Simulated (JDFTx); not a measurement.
# NaH: 7 runs along one coordinate

System: NaH (Fm-3m, 2 atoms in the cell).
Method: Kohn-Sham DFT of a periodic cell, PBEsol, PseudoDojo-SR-PBEsol-0.4.1-standard, no spin polarisation (JDFTx 1.7.0 (patched build)).

The 7 runs differ only in the geometry, by an even scaling of the cell at fixed fractional positions. The structure derives from an entry of the Crystallography Open Database.

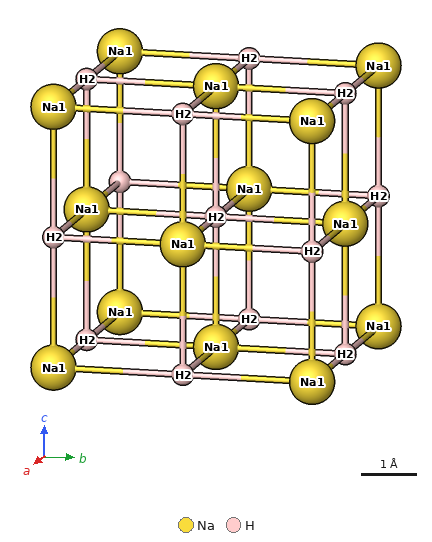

Figure 1. The structure of run 4 (ball-and-stick view of the cell 4 times as large as that of the calculation, set on its symmetry axes, seen slightly off an axis; atoms are numbered from 1 in the order of the input). An atom can appear more than once, as a periodic image.

### Input of run 4
```
lattice \
    0.0000000000     4.6109317441     4.6109317441 \
    4.6109317441     0.0000000000     4.6109317441 \
    4.6109317441     4.6109317441     0.0000000000
coords-type Lattice
ion Na     0.0000000000     0.0000000000     0.0000000000 1
ion H      0.5000000000     0.5000000000     0.5000000000 1

ion-species pseudo/Na.upf
ion-species pseudo/H.upf
elec-cutoff 44 352
elec-ex-corr gga-PBEsol
kpoint-folding 9 9 9
elec-smearing Fermi 0.0018374661
elec-n-bands 10
electronic-SCF nIterations 100 energyDiffThreshold 1e-09
electronic-minimize nIterations 30 energyDiffThreshold 1e-7
forces-output-coords Cartesian

dump-name run.$VAR
dump End Ecomponents EigStats BandEigs Kpoints Forces Stress ElecDensity Dtot KEdensity
```

Command:
```bash
jdftx -c 1 -i NaH.in -o NaH.out
```

Lattice vectors (Å) and fractional positions of run 4:
```
   0.000000    2.440000    2.440000
   2.440000    0.000000    2.440000
   2.440000    2.440000    0.000000
Na  0.000000  0.000000  0.000000
H   0.500000  0.500000  0.500000
```

Run 5 differs from it as follows:
```diff
-    0.0000000000     4.6109317441     4.6109317441 \
-    4.6109317441     0.0000000000     4.6109317441 \
-    4.6109317441     4.6109317441     0.0000000000
+    0.0000000000     4.6414686058     4.6414686058 \
+    4.6414686058     0.0000000000     4.6414686058 \
+    4.6414686058     4.6414686058     0.0000000000
```

### Results, with one run withheld

```tsv
run	volume per atom (Å³)	free energy per atom, from the lowest run given (meV)	pressure (GPa)	gap on the mesh (eV)
1	13.655	0.00	0.20	3.93
2	13.946	0.09	−0.30	3.90
3	14.236	1.04	−0.75	3.86
4	14.527	2.78	−1.16	3.83
5	14.817	?	?	?
6	15.108	8.31	−1.87	3.76
7	15.398	11.99	−2.18	3.73
```

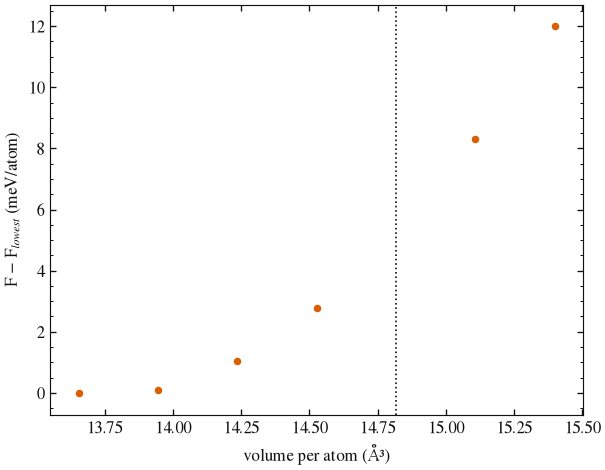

Figure 2. Free energy per atom of the runs given; the dotted line marks run 5.

Fit the runs given and predict run 5.

A cubic polynomial in V^(−2/3) (the Birch–Murnaghan form), fitted to the 6 runs given, misses them by under 0.01 meV per atom. With x = V^(−2/3) − 0.16851 Å⁻², it reads F = 2.2875 − 852.81 x + 77683 x² − 1.1513e+05 x³ (meV per atom). At run 5 it gives 5.22 meV per atom, and the run itself gives 5.23. The slope of the fit gives a pressure −dF/dV of −1.53 GPa there, and the run prints −1.53 GPa. The fit has its minimum at 13.770 Å³ per atom, where V d²F/dV² gives 23.7 GPa: the bulk modulus at this level, since symmetry fixes the shape and the positions. The gap on the mesh goes, without turning, from 3.93 eV in run 1 to 3.73 eV in run 7; run 5 has 3.79 eV. These are gaps of this functional on this mesh, which can miss the band edges; they aren't the measured gap.

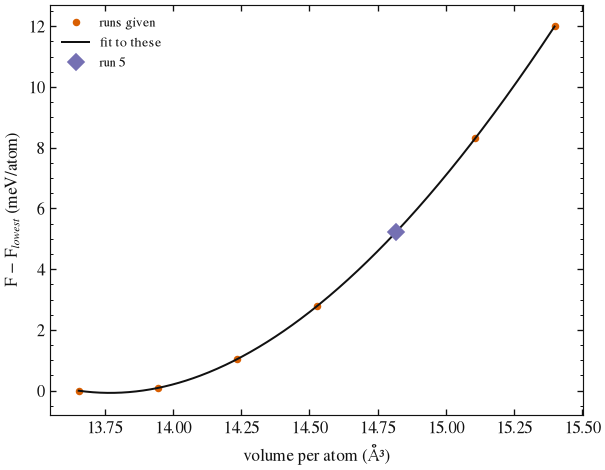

Figure 3. The fit and the withheld run.

### Some lines of the output (run 5)
```
[...]
unit cell volume = 199.984
     Etot =      -46.2211955779553278
        F =      -46.2211955779553278
	HOMO-LUMO gap: +0.139311
	Optical gap  : +0.165771 at state 9 ( [ +0.000000 +0.111111 -0.444444 ] spin 0 )
```
